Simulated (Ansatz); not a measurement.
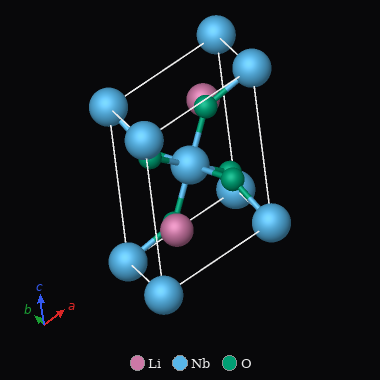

The system is LiNbO₃ (R-3c, No. 167; 10 atoms in the cell); the picture shows the reference structure. The energy is mapped over a free internal coordinate and the cell. First axis: shift of O5 along [1 0 0] of the conventional cell, Cartesian (1 0 0), its symmetry partners moved as symmetry demands (measured in the relaxed cell). Second axis: c/a of the conventional cell at fixed volume. Nothing is relaxed (all other coordinates fixed). Grid: 7 × 7 points. Points are written as (first, second). All energies are given in meV/atom relative to the lowest grid point. Method: Ansatz, DFT PBE, scalar-relativistic, plane waves, PAW. Settings: cutoff 520 eV, k-mesh 6×6×6, gaussian smearing 0.05 eV, no spin polarisation.

Its coordinates:

```
CELL_PARAMETERS angstrom
2.61153 1.50777 4.59847
-2.61153 1.50777 4.59847
0.00000 -3.01553 4.59847
ATOMIC_POSITIONS crystal
Li 0.25000 0.25000 0.25000
Li 0.75000 0.75000 0.75000
Nb 0.00000 0.00000 0.00000
Nb 0.50000 0.50000 0.50000
O 0.13034 0.36966 0.75000
O 0.75000 0.13034 0.36966
O 0.36966 0.75000 0.13034
O 0.86966 0.63034 0.25000
O 0.25000 0.86966 0.63034
O 0.63034 0.25000 0.86966
```

Range: shift of O5 along [1 0 0] of the conventional cell, Cartesian (1 0 0), its symmetry partners moved as symmetry demands (measured in the relaxed cell) from −0.15 to 0.15 Å; c/a of the conventional cell at fixed volume from 2.113 to 3.170.

Question: Predict the map.

Answer: The lowest grid point is at (0.00 Å, 2.641). No other kind of well shows on this grid. The highest grid point, (−0.15 Å, 2.113), lies 285 meV/atom above the lowest. Round the minimum the valley is somewhat tilted: raising the first coordinate shifts the best value of the second coordinate downwards (coupling k₁₂/√(k₁₁k₂₂) about 0.2). The gap on the k-mesh is 2.5 eV at the lowest point and runs from 1.1 to 2.5 eV over the map.

```tsv
second ↓, first →	−0.15	−0.10	−0.05	0.00	0.05	0.10	0.15
3.170	188	151	132	129	139	159	188
2.993	117	81	63	60	69	89	117
2.817	74	38	20	16	24	42	68
2.641	63	27	6	0	6	21	45
2.465	90	51	27	17	19	31	50
2.289	161	118	90	74	71	77	91
2.113	285	237	202	180	169	168	174
```

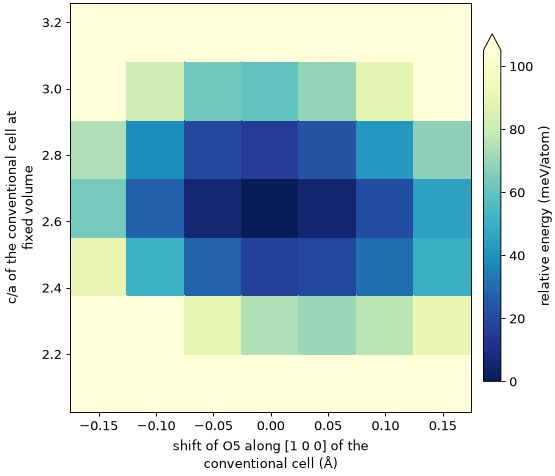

In the figure: one coloured cell a grid point, one colour for all values above the top of the scale.

The whole map (49 points run) took 10 min on 2 threads of Arm Neoverse N1 (shared host).

PAW datasets: the set soft_1.
